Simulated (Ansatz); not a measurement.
# Run report: MoS, geometry relaxation (part 2 of 2)

MoS (4 atoms in the cell); DFT PBEsol, scalar-relativistic, plane waves, PAW (Ansatz 0.2.0); cutoff 420 eV, 10×10×6 k-mesh, Gaussian smearing of 0.05 eV, collinear spins. The structure was built on a prototype by a generator; it need not be a known phase. The run did not end well. It belongs to a series of runs on one base structure; here: volume × 1.020.

Geometry of the input (Å; fractional positions):
```
3.9451  0.0000  0.0000
-1.9725  3.4166  0.0000
0.0000  0.0000  5.3934
Mo 0.6667  0.3333  0.0270
Mo 0.3333  0.6667  0.5270
S  0.6667  0.3333  0.5982
S  0.3333  0.6667  0.0982
```

## Output, continued
```
SCF iter   1: F=—  HF=-11564.583967 eV  |F-HF|=—  |Δ(HF+E_count)|=         —  Δρ=8.26e-4 (↑8.26e-4 ↓8.20e-4)  dr2=1.11e-3  dr2_m=1.02e-6  M=-0.000 μB ∫|m|=0.000 μB  β_m=0.65  ethr=2.74e-6  ⟨swp⟩=2.1  Hψ=17777  notcnv=0
preconditioner: auto → none  [metal: Δε(μ)=0.008 eV  Ē_g=7.136 eV  σ=0.050 eV  W_gap=0.09  n_scr=8 (ndim 8)  ℏωp=21.3 eV  f_vac=0.000  D(μ)=4.14/eV (n_scr^D=40)]
SCF iter   2: F=—  HF=-11564.583654 eV  |F-HF|=—  |Δ(HF+E_count)|=   3.13e-4  Δρ=3.42e-4 (↑3.36e-4 ↓3.42e-4)  dr2=2.70e-4  dr2_m=1.76e-7  M=-0.000 μB ∫|m|=0.000 μB  β_m=0.47  ethr=2.74e-6  ⟨swp⟩=2.0  Hψ=4126  notcnv=0
SCF iter   3: F=—  HF=-11564.583945 eV  |F-HF|=—  |Δ(HF+E_count)|=   2.91e-4  Δρ=1.71e-4 (↑1.68e-4 ↓1.71e-4)  dr2=2.69e-5  dr2_m=8.13e-8  M=-0.000 μB ∫|m|=0.000 μB  β_m=0.53  ethr=6.75e-7  ⟨swp⟩=2.0  Hψ=4182  notcnv=0
SCF iter   4: F=—  HF=-11564.583996 eV  |F-HF|=—  |Δ(HF+E_count)|=   5.08e-5  Δρ=6.32e-5 (↑6.32e-5 ↓6.25e-5)  dr2=5.57e-6  dr2_m=1.37e-8  M=-0.000 μB ∫|m|=0.000 μB  β_m=0.56  ethr=6.72e-8  ⟨swp⟩=1.0  Hψ=2800  notcnv=0
SCF iter   5: F=—  HF=-11564.584022 eV  |F-HF|=—  |Δ(HF+E_count)|=   2.61e-5  Δρ=1.71e-5 (↑1.71e-5 ↓1.65e-5)  dr2=6.91e-7  dr2_m=1.40e-9  M=-0.000 μB ∫|m|=0.000 μB  β_m=0.78  ethr=1.39e-8  ⟨swp⟩=2.3  Hψ=4347  notcnv=0
SCF iter   6: F=—  HF=-11564.584028 eV  |F-HF|=—  |Δ(HF+E_count)|=   6.01e-6  Δρ=3.19e-6 (↑3.19e-6 ↓2.92e-6)  dr2=3.92e-8  dr2_m=3.66e-11  M=-0.000 μB ∫|m|=0.000 μB  β_m=0.78  ethr=1.73e-9  ⟨swp⟩=2.7  Hψ=5303  notcnv=0
SCF iter   7: F=-11564.584028 eV  HF=-11564.584028 eV  |F-HF|=6.04e-9  |Δ(HF+E_count)|=   1.95e-7  Δρ=1.30e-6 (↑1.30e-6 ↓1.17e-6)  dr2=7.10e-9  dr2_m=5.57e-12  M=-0.000 μB ∫|m|=0.000 μB  ethr=9.80e-11  ⟨swp⟩=2.0  Hψ=9103  notcnv=0
the starting moments were not kept: the SCF closed with an absolute magnetisation of 1.5e-5 μB, where they sum to 0.1 μB in size (2 sites). That is at most 0.1 of that sum. Measured as dr2_m measures the in/out step, that magnetisation stands 3.6e-11 eV from none, at or under the dr2_threshold of 2.5e-7 eV: it is no larger than a step whose dr2_m would equal this threshold.
SCF 3 converged in 7 iterations: F = -11564.584028 eV  dr2 = 7.10e-9
relax step   3: F+E_penalty+E_count = -11564.58402826 eV  Δ(F+E_penalty+E_count) = -2.141e-3 eV  max|allowed force component| = 2.814e-2 eV/Å  Δτ_max = 0.0140 Å  P = -1.927 GPa  Ω = 72.696 Å³  energy of the carried Pulay correction = -1.336e-18 eV  fix = [volume]  reactions: volume -1.927 GPa  (7 SCF iters, dr2 threshold 2.48e-7 eV, accepted)
iter 1 solved again at ethr=3.03e-8 eV; its pass at ethr=3.10e-3 eV (dr2=1.21e-5 eV) is discarded
SCF iter   1: F=—  HF=-11564.584108 eV  |F-HF|=—  |Δ(HF+E_count)|=         —  Δρ=9.22e-5 (↑9.21e-5 ↓9.22e-5)  dr2=2.24e-5  dr2_m=2.88e-9  M=-0.000 μB ∫|m|=0.000 μB  β_m=0.65  ethr=3.03e-8  ⟨swp⟩=3.1  Hψ=16018  notcnv=0
preconditioner: auto → none  [metal: Δε(μ)=0.008 eV  Ē_g=7.129 eV  σ=0.050 eV  W_gap=0.09  n_scr=8 (ndim 8)  ℏωp=21.3 eV  f_vac=0.000  D(μ)=4.07/eV (n_scr^D=34)]
SCF iter   2: F=—  HF=-11564.584102 eV  |F-HF|=—  |Δ(HF+E_count)|=   6.44e-6  Δρ=2.18e-5 (↑2.18e-5 ↓2.08e-5)  dr2=1.13e-6  dr2_m=5.40e-10  M=-0.000 μB ∫|m|=0.000 μB  β_m=0.46  ethr=3.03e-8  ⟨swp⟩=2.0  Hψ=4144  notcnv=0
SCF iter   3: F=—  HF=-11564.584102 eV  |F-HF|=—  |Δ(HF+E_count)|=   2.43e-7  Δρ=1.01e-5 (↑1.01e-5 ↓9.93e-6)  dr2=1.18e-7  dr2_m=2.41e-10  M=-0.000 μB ∫|m|=0.000 μB  β_m=0.57  ethr=2.83e-9  ⟨swp⟩=2.1  Hψ=4290  notcnv=0
SCF iter   4: F=-11564.584102 eV  HF=-11564.584102 eV  |F-HF|=1.50e-8  |Δ(HF+E_count)|=   1.52e-7  Δρ=3.57e-6 (↑3.50e-6 ↓3.57e-6)  dr2=2.70e-8  dr2_m=3.63e-11  M=-0.000 μB ∫|m|=0.000 μB  ethr=2.95e-10  ⟨swp⟩=2.0  Hψ=8890  notcnv=0
the starting moments were not kept: the SCF closed with an absolute magnetisation of 1.5e-5 μB, where they sum to 0.1 μB in size (2 sites). That is at most 0.1 of that sum. Measured as dr2_m measures the in/out step, that magnetisation stands 4.0e-11 eV from none, at or under the dr2_threshold of 1.4e-7 eV: it is no larger than a step whose dr2_m would equal this threshold.
SCF 4 converged in 4 iterations: F = -11564.584102 eV  dr2 = 2.70e-8
relax step   4: F+E_penalty+E_count = -11564.58410181 eV  Δ(F+E_penalty+E_count) = -7.354e-5 eV  max|allowed force component| = 6.306e-3 eV/Å  Δτ_max = 0.0007 Å  P = -1.938 GPa  Ω = 72.696 Å³  fix = [volume]  reactions: volume -1.938 GPa  (4 SCF iters, dr2 threshold 1.44e-7 eV, accepted)
Initial wavefunctions: pseudopotential atomic-orbital guess (no wavefunctions were taken with the density)
iter 1 solved again at ethr=1.98e-7 eV; its pass at ethr=3.10e-3 eV (dr2=7.91e-5 eV) is discarded
SCF iter   1: F=—  HF=-11564.584109 eV  |F-HF|=—  |Δ(HF+E_count)|=         —  Δρ=2.36e-5 (↑2.36e-5 ↓2.36e-5)  dr2=5.08e-8  dr2_m=3.84e-11  M=-0.000 μB ∫|m|=0.000 μB  β_m=0.65  ethr=1.98e-7  ⟨swp⟩=3.0  Hψ=19464  notcnv=0
```

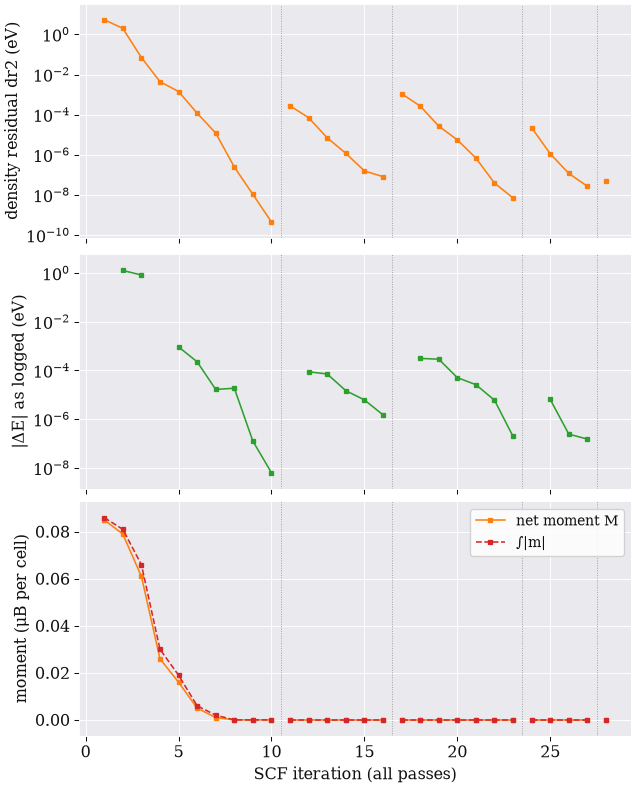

Figure 1. Convergence of the self-consistent field: density residual dr2, size of the energy change and magnetic moment against the SCF iteration. Dotted lines part the SCF passes that the log prints in full. The net moment stays at 0.0 μB per cell, and ∫|m| falls to zero.

```
eigensolver tolerance schedule: the retry pair's looser diagonalisation over-reported the residual by 1558.34 of it (diagonalisation noise at 0.11 of the residual, at the tolerance the schedule requests for it); recorded, not acted on — ethr = c·dr2/N_el stays at c = 1.0e-1
preconditioner: auto → none  [metal: Δε(μ)=0.008 eV  Ē_g=7.129 eV  σ=0.050 eV  W_gap=0.09  n_scr=8 (ndim 8)  ℏωp=21.3 eV  f_vac=0.000  D(μ)=4.08/eV (n_scr^D=34)]
Step cancelled. What follows is not a result of the run: it is the report of the last solve that finished, which converged after 4 SCF iterations.
Magnetization: -0.0000 μB (20.0000 up, 20.0000 down)
Absolute magnetization: 0.0000 μB (∫|ρ↑−ρ↓|, with the PAW one-centre terms)
Spin contamination: 0.0000 ħ² per cell (⟨S²⟩ above its minimum at these occupations)
Per-site moments (μB) at R_I (Å): [(-5.029809441801688e-6, 0.9496507628308906), (-5.029809441884794e-6, 0.9496507628308902), (-4.058002716621178e-8, 0.9496507628308906), (-4.0580027132428256e-8, 0.9496507628308902)]
Free energy (F): -11564.584102 eV
Harris-Foulkes:  -11564.584102 eV  (|F-HF|=1.50e-8)
Internal energy: -11564.579005 eV  (E = F + TS)
E sigma→0 (E₀):  -11564.581553 eV
Entropy (-TS):   -0.005097 eV (-1.274 meV/atom)
Fermi energy:    12.979073 eV
--- Per-component energies (eV) ---
  E_band       = -282.323814
  E_kinetic    = 1106.422709
  E_local      = -2651.842377  (includes V_loc(G=0)·N_el)
  E_nonlocal   = 350.160659
  E_hartree    = 924.278277
  E_xc         = -557.580740
  E_vxc        = -632.577154  (∫ρ·V_xc dr)
  E_paw        = -7458.203391  (= ΣΔE_a)
  E_vpaw       = -303.048747  (= ΣTr[D̂ρ^β])
  E_aug_tail   = 0.000077  (compensation charges beyond the density's cutoff)
  E_ewald      = -3278.356718
  E_core_change = 0.542497  (= ΣΔE_core)
  E_smearing   = -0.005097  (= −TS)
  E_closure    = 0.000000  (closes the sum)
  Σ components = -11564.584102   (vs F -11564.584102, Δ=0.00e0)
--- Forces (eV/Å), atoms counted from 1 ---
  atom   1  Mo    -0.00000000     0.00000000    -0.00632040
  atom   2  Mo     0.00000000    -0.00000000    -0.00632040
  atom   3  S     -0.00000000     0.00000000     0.00629129
  atom   4  S     -0.00000000    -0.00000000     0.00629129
  max |Σ_I F_I| component: 5.82e-5 eV/Å
--- Stress (GPa, compression-positive) ---
       -1.929898      -0.000000       0.000000
        0.000000      -1.929898       0.000000
       -0.000000       0.000000      -2.005856
  P = ⅓ Tr σ = -1.9552 GPa (-19.552 kbar)
--- Band table (eV; the first three rows and the last of 112) ---
  k-point 0 ↑: bands = ["-48.0220", "-48.0073", "-22.3465", "-22.2213", "-22.2213", "-22.1846", "-22.1824", "-22.1824", "-2.3856", "-1.4309", "6.8905", "6.9890", "6.9890", "7.1166", "7.1166", "8.2579", "11.1555", "11.1555", "13.0733", "13.0733", "13.8910", "14.1130", "14.6277", "16.3502", "16.3502"]
  k-point 1 ↑: bands = ["-48.0210", "-48.0083", "-22.3361", "-22.2187", "-22.2187", "-22.1959", "-22.1851", "-22.1851", "-2.3043", "-1.4695", "6.7678", "6.9725", "6.9725", "7.0852", "7.0852", "7.9131", "11.3373", "11.3373", "13.0591", "13.0591", "14.2578", "14.3318", "15.2115", "16.3171", "16.3171"]
  k-point 2 ↑: bands = ["-48.0183", "-48.0110", "-22.3074", "-22.2265", "-22.2116", "-22.2116", "-22.1922", "-22.1922", "-2.0900", "-1.5986", "6.6184", "6.9490", "6.9490", "7.0164", "7.0164", "7.2512", "11.8165", "11.8165", "12.8844", "12.8844", "14.5449", "15.0036", "16.3916", "16.3916", "16.6377"]
  k-point 55 ↓: bands = ["-48.0117", "-48.0117", "-22.3212", "-22.3212", "-22.2331", "-22.2331", "-22.1956", "-22.1956", "-1.1884", "-1.1884", "6.1881", "6.1881", "7.5107", "7.5107", "7.9335", "7.9335", "11.0883", "11.0883", "12.8735", "12.8735", "13.4251", "13.4251", "14.1092", "14.1092", "15.5676"]
End of that report.
Error: SIGTERM received: cancelled by the caller after 1 completed SCF iterations
```

## Outcome

```json
{"quantity": "outcome", "value": "stopped at the time limit"}
{"quantity": "space group (tolerance 0.01 Å)", "value": "P6₃mc (186)"}
{"quantity": "hardware", "value": "4 threads of an Arm (aarch64) CPU, shared host"}
{"quantity": "wall time", "value": "44 s (CPU time 2.8 min)"}
{"quantity": "peak memory", "value": "0.54 GiB"}
```

The run was cut off by its time limit, so the output is incomplete. The program warns: some starting moments were not kept.
